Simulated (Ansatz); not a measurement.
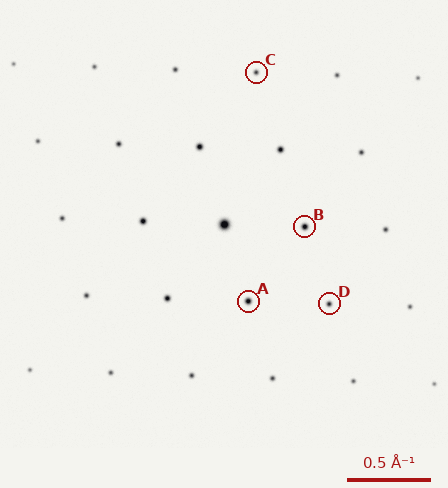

Kinematic zone-axis pattern, calculated for 200 keV electrons with B = 0.3 Å². The zone axis points towards the electron source and the pattern is seen from the source side.

The sample is Co, space group Fm-3m (No. 225), a = 3.551 Å. Structure: the input geometry of an electronic-structure calculation (not necessarily at equilibrium); the starting structure was generated, so it need not be a known form of this composition.

```csv
atom,site,symmetry,x,y,z
Co,4a,m-3m,0.0000,0.0000,0.0000
```

Spot A is indexed -1 1 -1 and spot B -1 1 1.

Question: Give hkl for C, D.

Answer: C = −2A + B = 1 -1 3 (d = 1.071 Å). D = A + B = -2 2 0 (d = 1.256 Å).

Question: Find the zone axis.

Answer: The cross product of A and B is parallel to [110]; every spot obeys hu + kv + lw = 0.

Question: What are the spacings of A and B and the angle between them?

Answer: d(A) = 2.050 Å, d(B) = 2.050 Å, and the angle is 70.5°.
